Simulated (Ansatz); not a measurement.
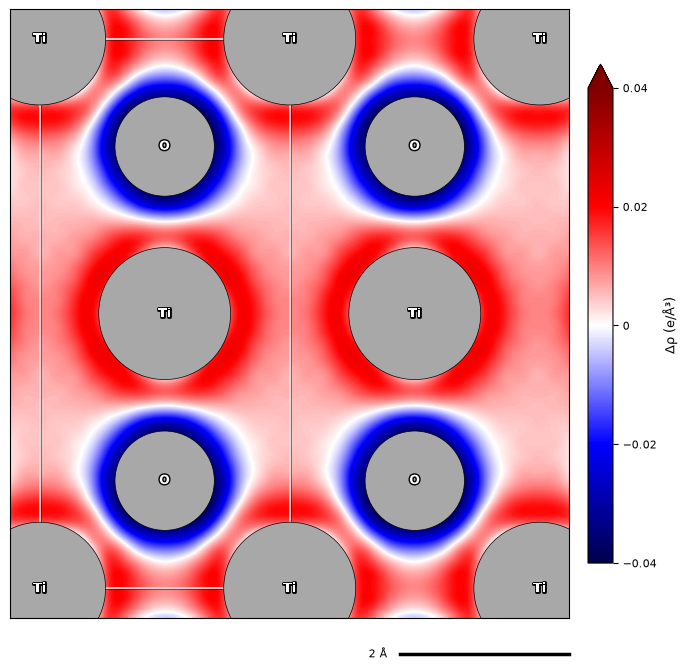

TiO2. Difference of the valence pseudo-densities of two functionals at the same geometry, on the (110) plane of the calculation cell: one of LDA and r2SCAN less the other.

Both computed with Ansatz (plane waves, PAW), on the same k-point mesh. Grey discs cover the atomic cores.

**Which was subtracted from which, and what does the map show?**

It is LDA less r2SCAN. Against r2SCAN, LDA gives more density around Ti (+0.010 e/Å³ on average at 1.1 Å from the nucleus), less density around O (−0.023 e/Å³ on average at 0.7 Å from the nucleus), more density in the space between the atoms (+0.002 e/Å³ on average) and a change of +0.007 e/Å³ at the midpoint of Ti–O.
